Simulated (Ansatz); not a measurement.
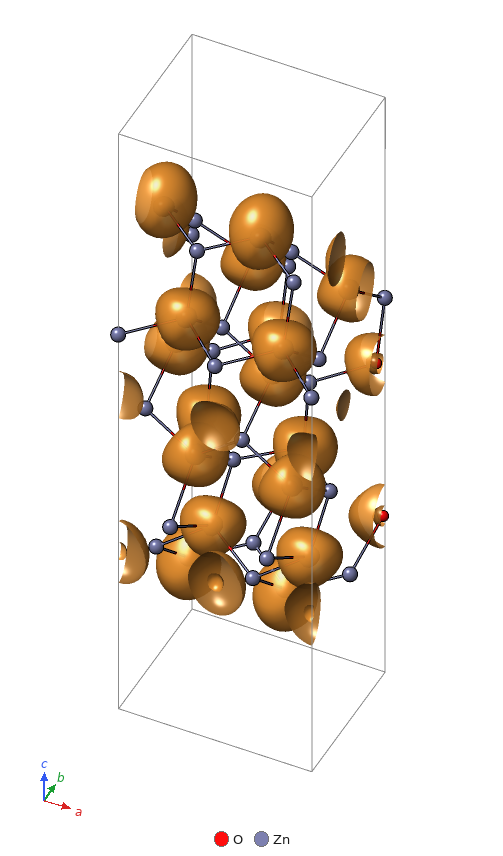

*ZnO (slab). Isosurface of the ELF at 0.6 (orange), seen at an oblique angle. Core shells and regions of very low density are left out. Sticks mark near contacts.*

Method: DFT PBEsol, scalar-relativistic, plane waves, PAW (Ansatz).

### Describe the localisation domains.

The ELF exceeds this value in ten regions wrapped around O (the valence shell of each), counted in one cell of 20 atoms. Counts are for one cell; the picture repeats the cell along the surface.

Values along the shortest contacts:
Zn–O (1.88 Å): the ELF peaks at about 0.80 in the valence shell of O, 0.6 Å from its nucleus, and is about 0.30 at the midpoint. Zn–O (1.92 Å): the ELF peaks at about 0.85 in the valence shell of O, 0.6 Å from its nucleus, and is about 0.30 at the midpoint: no localised pair shows between them.
